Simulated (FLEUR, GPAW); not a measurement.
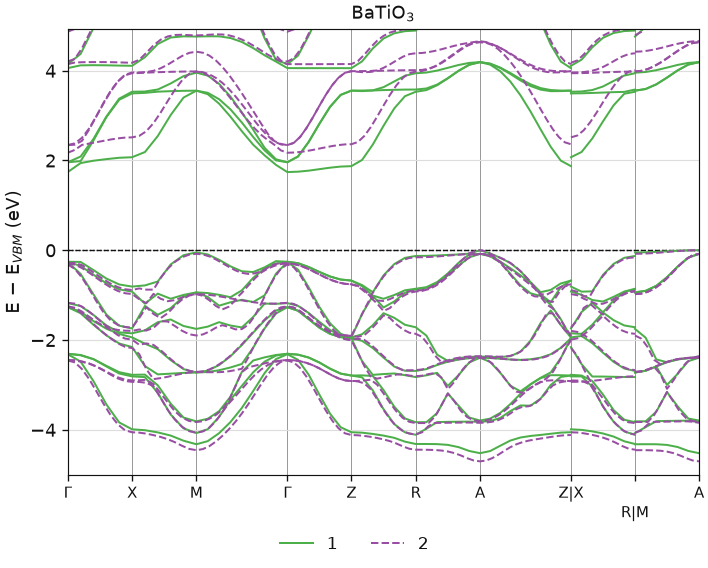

Band structures of BaTiO₃, space group P4mm, 5 atoms in the cell (a = 4.000 Å, c = 4.018 Å (tetragonal axes)), by two methods on the same cell. Each is counted from its own valence-band top.

Q: Which curve is which? The methods: PBEsol+U (3 eV) (GPAW), LDA (von Barth-Hedin) (FLEUR).

A: 1 is LDA (von Barth-Hedin) (FLEUR); 2 is PBEsol+U (3 eV) (GPAW). LDA (von Barth-Hedin) (FLEUR) gives a gap of 1.74 eV along the path and PBEsol+U (3 eV) (GPAW) gives a gap of 2.17 eV along the path.

Settings. LDA (von Barth-Hedin) (FLEUR): LDA (von Barth-Hedin), all-electron, no spin polarisation, no spin-orbit coupling, 7×7×7 k mesh, Fermi-Dirac smearing of 0.05 eV (FLEUR). PBEsol+U (3 eV) (GPAW): Ti d U = 3 eV, PAW data sets generated in the run's folder for this functional, no spin polarisation, no spin-orbit coupling, 5×5×5 k mesh, 800 eV cutoff, Fermi-Dirac smearing of 0.05 eV (GPAW 26.7.0).

The two runs differ in program as well. LDA, GGA and most meta-GGA functionals understate gaps.
